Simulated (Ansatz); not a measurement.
Start from this file.

```cif
data_structure
_symmetry_space_group_name_H-M 'P 1'
_symmetry_Int_Tables_number 1
_cell_length_a 3.3430
_cell_length_b 3.3430
_cell_length_c 5.1517
_cell_angle_alpha 90.000
_cell_angle_beta 90.000
_cell_angle_gamma 120.000
_cell_volume 49.86
loop_
_atom_site_label
_atom_site_type_symbol
_atom_site_fract_x
_atom_site_fract_y
_atom_site_fract_z
_atom_site_occupancy
Hf1 Hf 0.00000 0.00000 0.00000 1
S1 S 0.66667 0.33333 0.70751 1
S2 S 0.33333 0.66667 0.29249 1
```

### What does this file describe?

Formula: HfS2. The lattice is primitive hexagonal and the space group P-3m1 (No. 164). The structure type is cadmium iodide (CdI₂, 1T) type. Content of the cell: 1 Hf, 2 S (Z = 1). The coordination shell of Hf holds six S in an octahedral arrangement at 2.45 Å. The S atoms are each bonded to three Hf in a trigonal pyramidal arrangement at 2.45 Å. Not all metal-metal contacts are counted. The bonds build HfS2 layers parallel to (001).

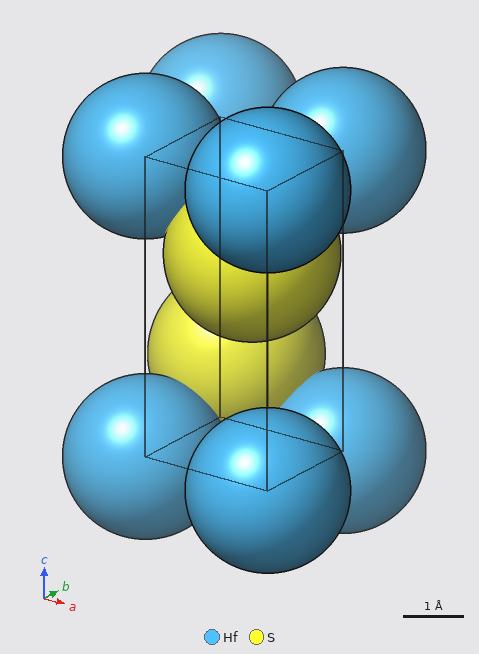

Drawn in the space-filling manner and seen slightly off an axis. The parallelepiped is the conventional unit cell.

Its origin is a structure listed in the Materials Project. The cell was then strained or its atoms displaced on purpose. It went into a calculation with Ansatz.
